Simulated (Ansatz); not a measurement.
System: substitution (removed Hf, added Si) in HfO₂.

The given structure:
```xyz
6
Lattice="4.8301 0.0000 0.0000 0.0000 4.8301 0.0000 0.0000 0.0000 3.2097" Properties=species:S:1:pos:R:3 pbc="T T T"
Hf    0.0000    0.0000    0.0000
Hf    2.4150    2.4150    1.6049
O     0.9419    3.8882    1.6049
O     1.4732    1.4732    0.0000
O     3.3569    3.3569    0.0000
O     3.8882    0.9419    1.6049
```

How it was computed, with Ansatz 0.2.0: charge states of a point defect in a periodic supercell, each relaxed, energies over the elements' standard states with the Fermi level at the host's valence band top, point-charge and potential alignment terms added, no band filling term, levels over that top; plane waves with PAW datasets; energies extrapolated to zero smearing. Level: PBEsol, allowed.

host atoms in supercell 24; wave cutoff 420 eV; k mesh 2×2×2; occupations Gaussian; smearing width 0.01 eV; k shift (0, 0, 0) (mesh steps); start displacement 0.05 Å; defect kind substitution; removed element Hf; added element Si; defect place (0, 0, 0) (fraction of the host cell vector); host gap 3.894 eV; static dielectric xx yy zz (27.31, 27.31, 31.24).

Describe the result: the formation energy of each charge state against the Fermi level.

The stable charge changes at 0.00 eV (+1/0) and 3.79 eV (0/−1) above the valence band top. The lowest state is +1 at the valence band top, 0 at mid-gap and −1 at the conduction band bottom, 3.89 eV higher. With the Fermi level at mid-gap the formation energy is 4.0 eV against the elements' standard states.

```
charge  formation energy with the Fermi level at the valence band top (eV)
    +1                                                                4.03
     0                                                                4.03
    -1                                                                7.82
```

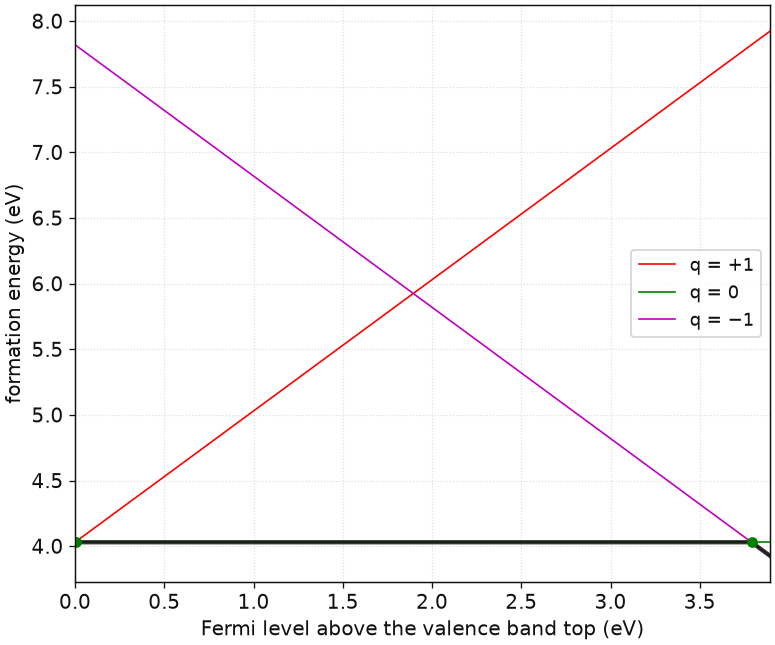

The thick line follows the lowest charge state; the axis spans the host's computed gap.

Caveats: bands overlap; charged cell in a neutralising background; coarse k mesh; fractional moment from partly filled bands; narrow smearing for a metal; potential alignment in doubt; random start near the defect, other minima possible; small supercell; starting moments lost.
